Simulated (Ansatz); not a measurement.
# Two runs on Rh

System: Rh (2 atoms in the cell).
Method of the first run: DFT PBE, scalar-relativistic, plane waves, PAW, no spin polarisation (Ansatz 0.2.0).

The structure derives from a Materials Project entry. Text and figures count atoms from 1; the logs count them from 0 in places.

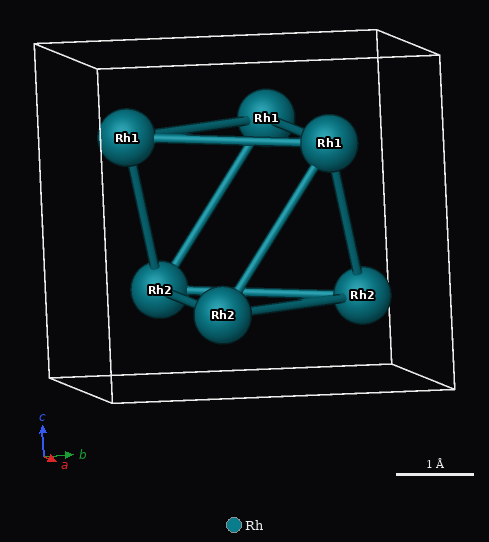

The structure (ball-and-stick view of the cell 2 times as large as that of the calculation, set on its symmetry axes, seen slightly off an axis; atoms are numbered from 1 in the order of the input).

## Input, the first run
```yaml
crystal:
  lattice:
    - [2.7247891234, 0.0, -0.2043591843]
    - [-1.3623945617, 2.3597366008, 0.1021795921]
    - [-0.3288632023, 0.0, 4.3848426969]
  atoms:
    - { symbol: Rh, position: [0.6666666667, 0.3333333333, 0.75] }
    - { symbol: Rh, position: [0.3333333333, 0.6666666667, 0.25] }
basis:
  ecutwfc: 420
kpoints:
  mp_grid: { grid: [24, 24, 14] }
hamiltonian:
  xc: pbe
scf:
  occupations: { method: gaussian, width: 0.15 }
output:
  forces: true
  stress: true
  eigenvalues: true
```

Command:
```bash
ansatz run input.yaml --threads 1 --pin off --max-ram 2560MiB --backend cpu --events-out ev --progress --plain --runs-dir out
```

Hardware: 1 thread of Intel Xeon Gold (Sapphire Rapids), 64 GiB of memory available, shared host.

## Output, shortened to warnings, some set-up lines, iterations and results (the first run)
```
Basis set: ecut = 420 eV, 551 PW (Γ), exchange–correlation on 40×40×60 points (8 copies of the dense FFT grid, shifted against one another)
Symmetry: 4 space group operations
k-points: 2114 of 8064
Initial density: superposition of atomic densities (neutral atoms: chi_scale 0, normalization atom), corrected by the library's trained network
[...]
SCF iter   1: F=—  HF=-12805.570173 eV  |F-HF|=—  |Δ(HF+E_count)|=         —  Δρ=1.04e-2  dr2=6.23e-3  ethr=1.77e-3  ⟨swp⟩=4.6  Hψ=166634  notcnv=0
SCF iter   2: F=—  HF=-12805.571771 eV  |F-HF|=—  |Δ(HF+E_count)|=   1.60e-3  Δρ=4.87e-3  dr2=1.36e-3  ethr=1.83e-5  ⟨swp⟩=2.0  Hψ=77902  notcnv=0
SCF iter   3: F=—  HF=-12805.572104 eV  |F-HF|=—  |Δ(HF+E_count)|=   3.33e-4  Δρ=6.62e-4  dr2=3.93e-5  ethr=4.01e-6  ⟨swp⟩=2.7  Hψ=72999  notcnv=0
SCF iter   4: F=—  HF=-12805.572132 eV  |F-HF|=—  |Δ(HF+E_count)|=   2.86e-5  Δρ=2.33e-4  dr2=8.05e-6  ethr=1.16e-7  ⟨swp⟩=2.5  Hψ=78081  notcnv=0
SCF iter   5: F=—  HF=-12805.572132 eV  |F-HF|=—  |Δ(HF+E_count)|=   6.21e-7  Δρ=3.77e-5  dr2=1.17e-7  ethr=2.37e-8  ⟨swp⟩=2.1  Hψ=64613  notcnv=0
SCF iter   6: F=-12805.572132 eV  HF=-12805.572132 eV  |F-HF|=1.44e-10  |Δ(HF+E_count)|=   9.97e-9  Δρ=6.94e-6  dr2=3.68e-9  ethr=2.94e-10  ⟨swp⟩=4.0  Hψ=145280  notcnv=0
SCF 1 converged in 6 iterations: F = -12805.572132 eV  dr2 = 3.68e-9
SCF converged after 6 iterations
Free energy (F): -12805.572132 eV
Harris-Foulkes:  -12805.572132 eV  (|F-HF|=1.44e-10)
Internal energy: -12805.530954 eV  (E = F + TS)
E sigma→0 (E₀):  -12805.551543 eV
Entropy (-TS):   -0.041177 eV (-20.589 meV/atom)
Fermi energy:    21.936430 eV
--- Per-component energies (eV) ---
  E_band       = -185.967885
  E_kinetic    = 1146.733075
  E_local      = -3186.504157  (includes V_loc(G=0)·N_el)
  E_nonlocal   = 709.696762
  E_hartree    = 1121.785567
  E_xc         = -443.702672
  E_vxc        = -557.009545  (∫ρ·V_xc dr)
  E_paw        = -7174.012539  (= ΣΔE_a)
  E_vpaw       = -542.459183  (= ΣTr[D̂ρ^β])
  E_aug_tail   = 0.001764  (compensation charges beyond the density's cutoff)
  E_ewald      = -4979.528756
  E_smearing   = -0.041177  (= −TS)
  E_closure    = 0.000000  (closes the sum)
  Σ components = -12805.572132   (vs F -12805.572132, Δ=0.00e0)
--- Forces (eV/Å), atoms counted from 1 ---
  atom   1  Rh     0.00000000    -0.35164663     0.00000000
  atom   2  Rh    -0.00000000     0.35164663    -0.00000000
  max |Σ_I F_I| component: 0.00e0 eV/Å
--- Stress (GPa, compression-positive) ---
        3.548478       0.000000      11.212343
        0.000000       0.683173       0.000000
       11.212356       0.000000       9.173527
  P = ⅓ Tr σ = 4.4684 GPa (44.684 kbar)
```

For the second run the input was changed thus:
```diff
-    - [2.7247891234, 0.0, -0.2043591843]
-    - [-1.3623945617, 2.3597366008, 0.1021795921]
-    - [-0.3288632023, 0.0, 4.3848426969]
+    - [2.7247891234, 0.0, -0.1021795921]
+    - [-1.3623945617, 2.3597366008, 0.0510897961]
+    - [-0.1644316011, 0.0, 4.3848426969]
```

What does this change do to the results?

With the same functional and potentials, the second run lies 56.2 meV per atom lower. The pressure goes from 4.47 to 1.21 GPa. The largest force goes from 0.352 to 0.075 eV/Å. The volume per atom goes from 14.02 to 14.08 Å³. The number of SCF iterations is the same. The plane waves at Γ go from 551 to 561.

## Output, shortened to warnings, some set-up lines, iterations and results (the second run)
```
Basis set: ecut = 420 eV, 561 PW (Γ), exchange–correlation on 40×40×60 points (8 copies of the dense FFT grid, shifted against one another)
Symmetry: 4 space group operations
k-points: 2114 of 8064
Initial density: superposition of atomic densities (neutral atoms: chi_scale 0, normalization atom), corrected by the library's trained network
[...]
SCF iter   1: F=—  HF=-12805.681855 eV  |F-HF|=—  |Δ(HF+E_count)|=         —  Δρ=8.91e-3  dr2=4.17e-3  ethr=1.77e-3  ⟨swp⟩=4.6  Hψ=166516  notcnv=0
SCF iter   2: F=—  HF=-12805.684025 eV  |F-HF|=—  |Δ(HF+E_count)|=   2.17e-3  Δρ=4.51e-3  dr2=1.10e-3  ethr=1.23e-5  ⟨swp⟩=2.0  Hψ=79438  notcnv=0
SCF iter   3: F=—  HF=-12805.684538 eV  |F-HF|=—  |Δ(HF+E_count)|=   5.13e-4  Δρ=5.52e-4  dr2=4.48e-5  ethr=3.23e-6  ⟨swp⟩=2.4  Hψ=60351  notcnv=0
SCF iter   4: F=—  HF=-12805.684556 eV  |F-HF|=—  |Δ(HF+E_count)|=   1.81e-5  Δρ=1.84e-4  dr2=4.54e-6  ethr=1.32e-7  ⟨swp⟩=2.4  Hψ=77403  notcnv=0
SCF iter   5: F=—  HF=-12805.684557 eV  |F-HF|=—  |Δ(HF+E_count)|=   4.30e-7  Δρ=7.63e-5  dr2=5.45e-7  ethr=1.34e-8  ⟨swp⟩=2.3  Hψ=68345  notcnv=0
SCF iter   6: F=-12805.684557 eV  HF=-12805.684557 eV  |F-HF|=1.88e-8  |Δ(HF+E_count)|=   1.86e-8  Δρ=1.32e-5  dr2=3.08e-8  ethr=2.94e-10  ⟨swp⟩=4.0  Hψ=146075  notcnv=0
SCF 1 converged in 6 iterations: F = -12805.684557 eV  dr2 = 3.08e-8
SCF converged after 6 iterations
Free energy (F): -12805.684557 eV
Harris-Foulkes:  -12805.684557 eV  (|F-HF|=1.88e-8)
Internal energy: -12805.644603 eV  (E = F + TS)
E sigma→0 (E₀):  -12805.664580 eV
Entropy (-TS):   -0.039954 eV (-19.977 meV/atom)
Fermi energy:    21.823202 eV
--- Per-component energies (eV) ---
  E_band       = -189.539025
  E_kinetic    = 1145.915117
  E_local      = -3188.619417  (includes V_loc(G=0)·N_el)
  E_nonlocal   = 709.386264
  E_hartree    = 1121.356613
  E_xc         = -443.499220
  E_vxc        = -556.732177  (∫ρ·V_xc dr)
  E_paw        = -7173.844355  (= ΣΔE_a)
  E_vpaw       = -542.214600  (= ΣTr[D̂ρ^β])
  E_aug_tail   = 0.001744  (compensation charges beyond the density's cutoff)
  E_ewald      = -4976.341348
  E_smearing   = -0.039954  (= −TS)
  E_closure    = 0.000000  (closes the sum)
  Σ components = -12805.684557   (vs F -12805.684557, Δ=0.00e0)
--- Forces (eV/Å), atoms counted from 1 ---
  atom   1  Rh     0.00000000    -0.07517443    -0.00000000
  atom   2  Rh    -0.00000000     0.07517443     0.00000000
  max |Σ_I F_I| component: 0.00e0 eV/Å
--- Stress (GPa, compression-positive) ---
        0.875198      -0.000000       5.488561
       -0.000000       0.166894      -0.000000
        5.488553      -0.000000       2.577548
  P = ⅓ Tr σ = 1.2065 GPa (12.065 kbar)
```

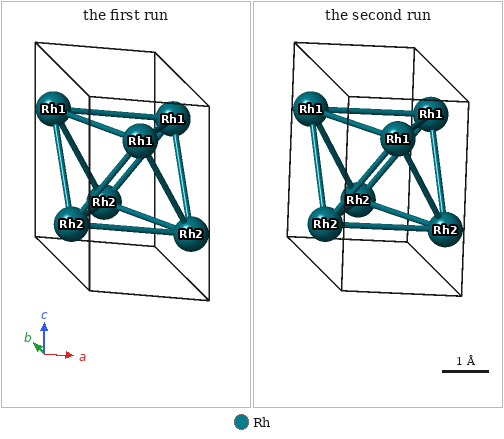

The two input geometries at one scale (ball-and-stick view of the cell 2 times as large as that of the calculation, set on its symmetry axes, seen slightly off an axis). No atom moves by more than 0.005 Å relative to the cell. The drawn cell changes as follows: a 2.732 → 2.727 Å (−0.2 %), b stays at 4.719 Å, c 4.397 → 4.388 Å (−0.2 %), β 98.6° → 94.3°; the volume changes by +0.4 %. Among the contacts that change: Rh1–Rh2 2.866 → 2.782 Å.

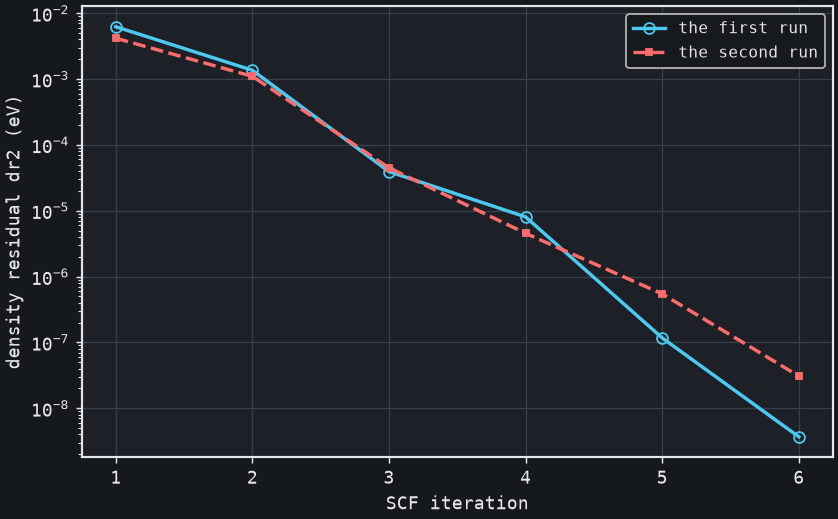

Convergence of the two runs: density residual dr2 against the SCF iteration. The first run takes 6 iterations in all, and the second run takes 6.

## The two runs side by side

```tsv
quantity	the first run	the second run
outcome	converged	converged
free energy per atom (eV)	−6402.7861	−6402.8423
energy per atom, smearing taken to zero (eV)	−6402.7758	−6402.8323
gap on the mesh (eV)	0.00	0.00
pressure (GPa)	4.47	1.21
volume per atom (Å³)	14.02	14.08
largest force (eV/Å)	0.352	0.075
SCF iterations	6	6
irreducible k-points	2114	2114
plane waves at Γ	551	561
wall time (shared host)	29 s	27 s
```
